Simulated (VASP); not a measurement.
# A VASP study of CdS (Greenockite) (PBE): structure first, properties next, part 3 of 5

Aim: relax CdS (Greenockite), then compute properties on the relaxed cell. The start is a cell from a database of measured crystal structures.

VASP 6.6.1; PBE; plane waves and PAW (Cd, S).

So far, gap on the k-mesh (eV): step 3 (relaxing cell and atoms (PBE)) 1.12; step 4 (second relaxation) 1.11. The relaxed cell has a = 4.193, c = 6.831 Å (conventional setting).

**6. Band structure (PBE)**

Levels along the symmetry lines show where the bands peak and cross; KPOINTS_OPT computes them in the converged potential.

INCAR reads:

```
SYSTEM = CdS
PREC = Accurate
ENCUT = 400
EDIFF = 1E-06
NELM = 100
ISMEAR = 0
SIGMA = 0.05
LREAL = .FALSE.
ALGO = Normal
GGA = PE
NBANDS = 32
LORBIT = 11
LWAVE = .FALSE.
LCHARG = .FALSE.
KPAR = 4
```

POSCAR reads:

```
CdS
1.0
    4.1925876750      0.0000000000      0.0000000000
   -2.0962938375      3.6308874342      0.0000000000
    0.0000000000      0.0000000000      6.8310000015
Cd S
2 2
Direct
    0.6666666667      0.3333333333      0.9994667924
    0.3333333333      0.6666666667      0.4994667924
    0.6666666667      0.3333333333      0.3755332076
    0.3333333333      0.6666666667      0.8755332076
```

KPOINTS reads:

```
Automatic mesh
0
Gamma
6 6 4
0 0 0
```

KPOINTS_OPT reads:

```
Line mode
16
Line-mode
Reciprocal
  0.00000000   0.00000000   0.00000000 GAMMA
  0.50000000   0.00000000   0.00000000 M

  0.50000000   0.00000000   0.00000000 M
  0.33333333   0.33333333   0.00000000 K

  0.33333333   0.33333333   0.00000000 K
  0.00000000   0.00000000   0.00000000 GAMMA

  0.00000000   0.00000000   0.00000000 GAMMA
  0.00000000   0.00000000   0.50000000 A

  0.00000000   0.00000000   0.50000000 A
  0.50000000   0.00000000   0.50000000 L

  0.50000000   0.00000000   0.50000000 L
  0.33333333   0.33333333   0.50000000 H

  0.33333333   0.33333333   0.50000000 H
  0.00000000   0.00000000   0.50000000 A

  0.50000000   0.00000000   0.50000000 L
  0.50000000   0.00000000   0.00000000 M

  0.33333333   0.33333333   0.00000000 K
  0.33333333   0.33333333   0.50000000 H
```

The projector-augmented-wave data sets are Cd and S (PBE family, release 64).

On the command line:

```bash
mpirun -np 4 vasp_std
```

Log:

```text
[... set-up lines as in an earlier step ...]
 entering main loop
       N       E                     dE             d eps       ncg     rms          rms(c)
DAV:   1     0.215508967428E+03    0.21551E+03   -0.14754E+04  1352   0.835E+02
DAV:   2    -0.218614158770E+01   -0.21770E+03   -0.20777E+03  1544   0.248E+02
DAV:   3    -0.133039451706E+02   -0.11118E+02   -0.11057E+02  1656   0.575E+01
DAV:   4    -0.133953124553E+02   -0.91367E-01   -0.91348E-01  1504   0.514E+00
DAV:   5    -0.133966827512E+02   -0.13703E-02   -0.13703E-02  1648   0.603E-01    0.104E+01
DAV:   6    -0.123165210482E+02    0.10802E+01   -0.14415E+00  1824   0.112E+01    0.848E+00
DAV:   7    -0.122920235418E+02    0.24498E-01   -0.56154E-01  1632   0.346E+00    0.389E+00
DAV:   8    -0.122910027830E+02    0.10208E-02   -0.50373E-02  1568   0.189E+00    0.463E-01
DAV:   9    -0.122903724064E+02    0.63038E-03   -0.73705E-03  1528   0.919E-01    0.106E-01
DAV:  10    -0.122906154044E+02   -0.24300E-03   -0.77684E-04  1552   0.236E-01    0.989E-02
DAV:  11    -0.122908401938E+02   -0.22479E-03   -0.47671E-04  1496   0.117E-01    0.456E-02
DAV:  12    -0.122907996381E+02    0.40556E-04   -0.93166E-05  1632   0.877E-02    0.183E-02
DAV:  13    -0.122908034565E+02   -0.38184E-05   -0.22426E-05  1512   0.193E-02    0.262E-02
DAV:  14    -0.122908026576E+02    0.79896E-06   -0.83852E-07  1216   0.777E-03
   1 F= -.12290803E+02 E0= -.12290803E+02  d E =-.451299E-13
 Start KPOINTS_OPT (optional k-point list driver)
k-point batch [1-21\144]
       N       E                     dE             ncg
DAV:   1     0.922999616275E+03   -0.10988E+05     1360
DAV:   2    -0.355252956112E+04   -0.44755E+04     1536
DAV:   3    -0.376329337587E+04   -0.21076E+03     1648
DAV:   4    -0.376494579863E+04   -0.16524E+01     1536
DAV:   5    -0.376497006289E+04   -0.24264E-01     1712
DAV:   6    -0.376497056307E+04   -0.50018E-03     1552
DAV:   7    -0.376497057573E+04   -0.12659E-04     1712
DAV:   8    -0.376497057603E+04   -0.29534E-06     1048
[...]
k-point batch [127-144\144]
       N       E                     dE             ncg
DAV:   1     0.344187360549E+04   -0.17679E+05     1168
DAV:   2    -0.312099207726E+03   -0.37540E+04     1312
DAV:   3    -0.487043688084E+03   -0.17494E+03     1408
DAV:   4    -0.488401122877E+03   -0.13574E+01     1344
DAV:   5    -0.488421401263E+03   -0.20278E-01     1424
DAV:   6    -0.488421819366E+03   -0.41810E-03     1344
DAV:   7    -0.488421829087E+03   -0.97209E-05     1440
DAV:   8    -0.488421829287E+03   -0.20014E-06     1064
```

The job ended after 80 s (4 MPI ranks of AMD EPYC 7R43, shared host; peak memory 0.77 GiB).

OUTCAR, selected parts (step 6):

```text
   k-points           NKPTS =     21   k-points in BZ     NKDIM =     21   number of bands    NBANDS=     32

   NELECT =      36.0000    total number of electrons

 E-fermi :   1.1676

 k-point     1 :       0.0000    0.0000    0.0000
  band No.  band energies     occupation
    ...
     14       0.2320      2.00000
     15       0.2320      2.00000
     16       0.8850      2.00000
     17       0.9284      2.00000
     18       0.9284      2.00000
     19       2.0394      0.00000
     20       3.6727      0.00000
     21       7.4115      0.00000
     22       7.4115      0.00000
     23       7.6943      0.00000
    ...

  Total       -0.0069191     -0.0069191     -0.0242610      0.0000000      0.0000000      0.0000000
  in kB       -0.1066064     -0.1066064     -0.3738012      0.0000000      0.0000000      0.0000000
  external PRESSURE =      -0.1956713 kB  Pullay stress =       0.0000000 kB

 POSITION                                       TOTAL-FORCE (eV/Angst)
 -----------------------------------------------------------------------------------
      2.09629      1.21030      6.82736        -0.000000      0.000000     -0.005426
     -0.00000      2.42059      3.41186         0.000000     -0.000000     -0.005426
      2.09629      1.21030      2.56527         0.000000      0.000000      0.005426
     -0.00000      2.42059      5.98077        -0.000000      0.000000      0.005426
 -----------------------------------------------------------------------------------
    total drift:                               -0.000000     -0.000001     -0.000548

  FREE ENERGIE OF THE ION-ELECTRON SYSTEM (eV)
  ---------------------------------------------------
  free  energy   TOTEN  =       -12.2908026576 eV

  energy  without entropy=      -12.2908026576  energy(sigma->0) =      -12.29080266

[... 9 parts as in an earlier step ...]

[... 7 further parts left out ...]
```

Spin-orbit coupling is off here; it would split degenerate levels.

Numbers from this step:

| Property | Result |
| --- | --- |
| bands | 32 |
| Fermi energy | 1.168 eV |
| pressure | -0.01957 GPa |
| least gap on mesh and path | 1.111 eV |
| least direct gap on mesh and path | 1.111 eV |

The electronic bands at the labelled points (eV, zero at the valence-band top; v1 is the highest filled band, c1 the lowest empty one):

```
    point     v4     v3     v2     v1    c1    c2    c3    c4
        Γ  -0.70  -0.04   0.00   0.00  1.11  2.74  6.48  6.48
        M  -2.46  -1.73  -1.20  -0.69  3.62  3.88  5.11  6.25
        K  -2.87  -1.72  -1.72  -1.52  4.73  4.94  4.94  7.10
        Γ  -0.70  -0.04   0.00   0.00  1.11  2.74  6.48  6.48
        A  -0.36  -0.36  -0.36  -0.36  2.76  2.76  6.13  6.13
        L  -1.24  -1.24  -1.24  -1.24  3.45  3.45  5.35  5.35
        H  -2.25  -2.25  -1.04  -1.04  4.30  4.30  6.10  6.10
        A  -0.36  -0.36  -0.36  -0.36  2.76  2.76  6.13  6.13
jump to L  -1.24  -1.24  -1.24  -1.24  3.45  3.45  5.35  5.35
        M  -2.46  -1.73  -1.20  -0.69  3.62  3.88  5.11  6.25
jump to K  -2.87  -1.72  -1.72  -1.52  4.73  4.94  4.94  7.10
        H  -2.25  -2.25  -1.04  -1.04  4.30  4.30  6.10  6.10
```

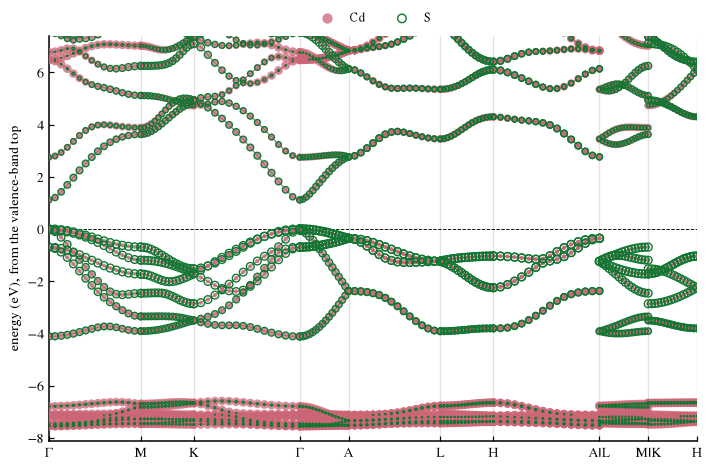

Electronic bands along the path; dots are coloured as in the legend, and their area grows with the weight.

The path finds the gap of the mesh within 0.02 eV, so the mesh comes close to both band edges.

**7. Total and projected DOS (PBE)**

A density of states needs more k-points than a total energy; ISMEAR = -5 takes tetrahedra, and LORBIT projects the states on the PAW spheres. The mesh is finer than in the run before.

Changes to INCAR since step 6:

```diff
@@ -5,3 +5,3 @@
 NELM = 100
-ISMEAR = 0
+ISMEAR = -5
 SIGMA = 0.05
@@ -15 +15,2 @@
 KPAR = 4
+NEDOS = 2001
```

POSCAR is that of step 6.

KPOINTS reads:

```
Automatic mesh
0
Gamma
9 9 5
0 0 0
```

On the command line:

```bash
mpirun -np 4 vasp_std
```

Log:

```text
[... set-up lines as in an earlier step ...]
 entering main loop
       N       E                     dE             d eps       ncg     rms          rms(c)
DAV:   1     0.213048112322E+03    0.21305E+03   -0.14876E+04  2336   0.838E+02
DAV:   2    -0.263879634473E+01   -0.21569E+03   -0.20637E+03  2608   0.249E+02
DAV:   3    -0.133082249198E+02   -0.10669E+02   -0.10610E+02  2864   0.566E+01
DAV:   4    -0.133961392736E+02   -0.87914E-01   -0.87897E-01  2560   0.498E+00
DAV:   5    -0.133974629406E+02   -0.13237E-02   -0.13236E-02  2880   0.590E-01    0.104E+01
DAV:   6    -0.123185847792E+02    0.10789E+01   -0.14482E+00  3144   0.112E+01    0.848E+00
DAV:   7    -0.122942496962E+02    0.24335E-01   -0.55929E-01  2856   0.346E+00    0.389E+00
DAV:   8    -0.122932084649E+02    0.10412E-02   -0.50377E-02  2640   0.189E+00    0.462E-01
DAV:   9    -0.122925723494E+02    0.63612E-03   -0.73577E-03  2720   0.918E-01    0.105E-01
DAV:  10    -0.122928131383E+02   -0.24079E-03   -0.77696E-04  2736   0.235E-01    0.988E-02
DAV:  11    -0.122930387428E+02   -0.22560E-03   -0.47476E-04  2608   0.117E-01    0.454E-02
DAV:  12    -0.122929975816E+02    0.41161E-04   -0.94439E-05  2792   0.881E-02    0.182E-02
DAV:  13    -0.122930013906E+02   -0.38090E-05   -0.22470E-05  2688   0.193E-02    0.262E-02
DAV:  14    -0.122930006078E+02    0.78281E-06   -0.83444E-07  2128   0.784E-03
   1 F= -.12293001E+02 E0= -.12293001E+02  d E =0.000000E+00
```

The job ended after 34 s (4 MPI ranks; peak memory 0.75 GiB; 2.2 min of CPU time).

Parts of OUTCAR (step 7):

```text
   k-points           NKPTS =     36   k-points in BZ     NKDIM =     36   number of bands    NBANDS=     32

   NELECT =      36.0000    total number of electrons

 E-fermi :   0.9282

 k-point     1 :       0.0000    0.0000    0.0000
  band No.  band energies     occupation
    ...
     14       0.2307      2.00000
     15       0.2307      2.00000
     16       0.8839      2.00000
     17       0.9270      2.00000
     18       0.9270      2.00000
     19       2.0388      0.00000
     20       3.6723      0.00000
     21       7.4111      0.00000
     22       7.4111      0.00000
     23       7.6939      0.00000
    ...

  Total       -0.0126279     -0.0126279     -0.0201033      0.0000000      0.0000000     -0.0000000
  in kB       -0.1945645     -0.1945645     -0.3097405      0.0000000      0.0000000     -0.0000000
  external PRESSURE =      -0.2329565 kB  Pullay stress =       0.0000000 kB

 POSITION                                       TOTAL-FORCE (eV/Angst)
 -----------------------------------------------------------------------------------
      2.09629      1.21030      6.82736        -0.000000     -0.000000     -0.006321
     -0.00000      2.42059      3.41186         0.000000      0.000000     -0.006321
      2.09629      1.21030      2.56527         0.000000     -0.000000      0.006321
     -0.00000      2.42059      5.98077        -0.000000     -0.000000      0.006321
 -----------------------------------------------------------------------------------
    total drift:                               -0.000000     -0.000001     -0.000551

  FREE ENERGIE OF THE ION-ELECTRON SYSTEM (eV)
  ---------------------------------------------------
  free  energy   TOTEN  =       -12.2930006078 eV

  energy  without entropy=      -12.2930006078  energy(sigma->0) =      -12.29300061

[... 7 parts as in an earlier step ...]

[... 9 further parts left out ...]
```

Numbers from this step:

```
irreducible k points           : 36
Fermi energy                   : 0.9282 eV
pressure                       : -0.02330 GPa
gap on the k-mesh              : 1.112 eV
least direct gap on the k-mesh : 1.112 eV
```

The density of states has structure finer than the step of the table below, so its rows give means over 1 eV, whole bins alone (the curve runs from -12.0 to 6.97 eV). Peaks (eV: height): total -11.7: 17.1, -7.4: 47.0, -7.1: 54.3, -1.0: 7.70; S p -7.4: 1.17, -3.8: 1.90, -1.8: 1.71, -1.0: 3.46; Cd s -11.8: 0.188, -3.8: 1.40, 4.0: 0.804, 5.6: 0.400; Cd d -7.4: 42.0, -7.1: 51.3; Cd p -11.6: 0.248, -1.0: 0.423, 5.4: 0.536, 6.8: 1.05.

States under -12.0 eV and over 7.0 eV are left out. Table of density of states by energy, zero at the valence-band top; means over each step; values in states/eV/cell:

```
energy (eV)    total     S p    Cd s     Cd d     Cd p     S s
         -9        0       0       0        0        0       0
         -8     1.05  0.0309  4.9e-4    0.933   8.3e-4  1.7e-4
         -7     18.9   0.222  0.0343     17.2   0.0148   0.151
         -6        0       0       0        0        0       0
         -5        0       0       0        0        0       0
         -4     1.97   0.535   0.381   0.0672   0.0256  0.0165
         -3     1.61   0.447   0.235    0.103   0.0377  0.0449
         -2     3.01    1.11  0.0863    0.162    0.187  0.0271
         -1     4.75    2.10  0.0290    0.331    0.261  0.0108
          0    0.639   0.314  5.2e-4   0.0595   0.0223  2.6e-4
          1  0.00244  2.7e-4  5.6e-4        0        0  4.0e-4
          2    0.112  0.0182  0.0230   9.8e-4  0.00188  0.0158
          3    0.984   0.141   0.203  0.00798   0.0386  0.0935
          4     2.54   0.358   0.564   0.0381    0.109   0.130
          5     1.70   0.237   0.166   0.0547    0.127  0.0205
          6     2.61   0.323   0.164   0.0759    0.281  0.0311
```

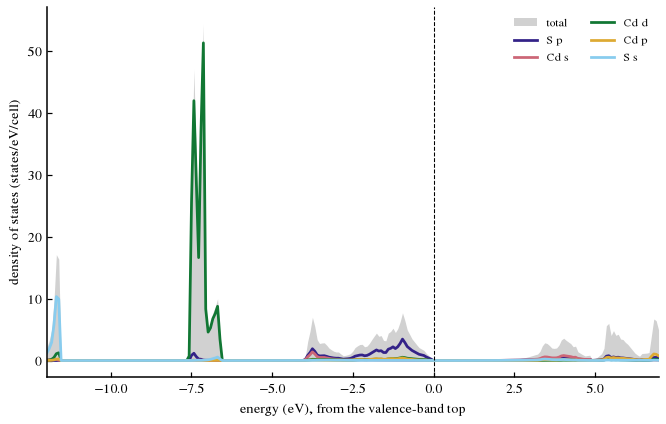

Density of states against energy.

The gap on this mesh is 1.11 eV. In the top eV of the valence band the largest shares in the PAW spheres are S p 47 % and Cd d 8 %; in the lowest eV of the conduction band, Cd s 21 %, S s 15 % and S p 14 %. The rest lies in smaller channels or between the spheres.

(Continued in part 4 of 5.)

[Lines on the potential files, build, host, timing and source positions are cut from VASP's logs without a mark.]

[Logs are printed without paths, hosts, clocks, repeated set-up lines and the standing remarks that a program may print on its own settings, such as how far it seeks lower states.]

[Hosts, paths, dates, database ids (printed as entryN), source tags and the programs' standing remarks are cut or masked in the printed files.]

[A measured line is paired with the nearest computed mode of its activity, which favours agreement.]
